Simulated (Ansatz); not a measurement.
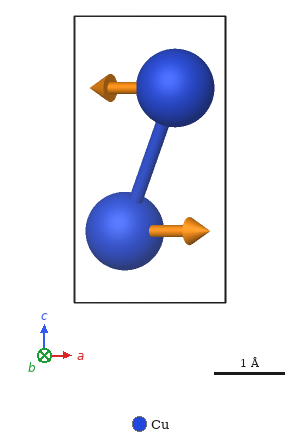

The lowest optical mode of solid Cu at 1.02 times its rest volume, space group P6₃/mmc (No. 194), at the zone centre. The orange arrows are the displacements of the atoms (eigenvector over the root of the mass), of arbitrary overall length and sign. A ball-and-stick model of the cell of the calculation, seen along the b axis.

The calculation used Ansatz, DFT LDA, scalar-relativistic, plane waves, PAW. (plane-wave cutoff 420 eV; k-point mesh 18 × 18 × 10; occupations fermi dirac; smearing width 0.15 eV; no spin polarisation)

The frequencies depend somewhat on the k-mesh and the smearing.

Question: Is the structure stable against all modes at this point?

Answer: Yes: this softest mode has a real frequency, and so have all others here. That speaks for this wave vector alone: the rest of the zone wasn't checked in this run. This is the E₂g mode (doubly degenerate; one member of the set is drawn) at 110 cm⁻¹, the lowest optical level, Raman-active by symmetry. All motion is along a; atoms of one kind move against one another, with no net shift of their sublattice.
